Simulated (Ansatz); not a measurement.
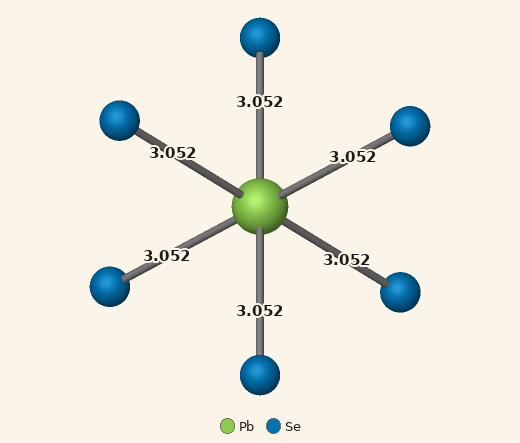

The surroundings of site Pb1 (at 0.000, 0.000, 0.000) in PbSe in space group Fm-3m, with bond lengths in Å.

Source of the atomic positions: the geometry relaxed with DFT PBEsol, scalar-relativistic, plane waves, PAW (Ansatz 0.2.0).

```
CELL_PARAMETERS angstrom
6.10305 0.00000 0.00000
0.00000 6.10305 0.00000
0.00000 0.00000 6.10305
ATOMIC_POSITIONS crystal
Pb 0.00000 0.00000 0.00000
Se 0.00000 0.00000 0.50000
Pb 0.00000 0.50000 0.50000
Se 0.00000 0.50000 0.00000
Pb 0.50000 0.00000 0.50000
Se 0.50000 0.00000 0.00000
Pb 0.50000 0.50000 0.00000
Se 0.50000 0.50000 0.50000
```

Bond valence s = exp((R0 − d)/b), R0 fitted to published crystal structures with b = 0.37 Å; R0 in Å: Pb2+–Se 2.655.

Calculate the bond-valence sum of Pb1 from the bonds drawn.

Answer. 6 × 0.342 = 2.05 v.u., against a formal valence of 2: a close match.

And over the whole structure?

Answer.
```json
{"site": "Pb1", "x, y, z": "0.000, 0.000, 0.000", "formal valence": "+2", "bond-valence sum": "2.05", "difference": "0.05"}
{"site": "Se1", "x, y, z": "0.000, 0.000, 0.500", "formal valence": "−2", "bond-valence sum": "2.05", "difference": "0.05"}
```

These sums include all anions within 5 Å. The global instability index (root mean square of the differences over all atoms) is 0.05 v.u.: little strain.
